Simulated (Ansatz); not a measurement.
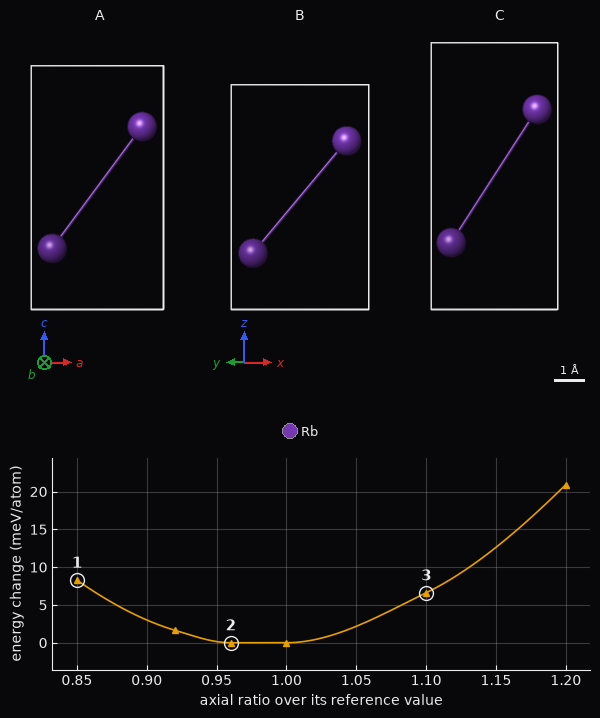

Energy scan for a crystal of Rb (Cmcm), in which the ratio of the cell's length along z to its lengths across, counted as 1 for the reference, is changed at fixed volume (a c/a path), with the atoms kept at their fractional coordinates. x, y and z are the Cartesian axes of the input. The frames are shuffled; the numbered points of the plot belong to them. A ball-and-stick model of the cell of the calculation, repeated 1 × 2 × 1 with one cell outlined, seen along the b axis.

These are results of DFT LDA, scalar-relativistic, plane waves, PAW (Ansatz 0.2.0), not measurements. (plane-wave cutoff 420 eV; k-point mesh 12 × 12 × 6; occupations gaussian; smearing width 0.15 eV; no spin polarisation). Energies (free energies at the smearing named) are counted from the cell as listed in its source, which wasn't relaxed.

Q: Match the frames to the points.

A: Point 1 is frame B (the relative ratio 0.85, 8.3 meV/atom); 2 is frame A (the relative ratio 0.96, 0.0 meV/atom); 3 is frame C (the relative ratio 1.10, 6.6 meV/atom). Of the computed points the lowest is at the relative ratio 0.96, 0.0 meV/atom. At the ends of the scan the energy is 8.3 meV/atom (0.85) and 20.9 meV/atom (1.20). The distortion keeps the space group Cmcm. At the relative ratio 1.20 the cell of the drawing goes a 5.118 → 4.817 Å, b 5.118 → 4.817 Å, c 8.448 → 9.540 Å.
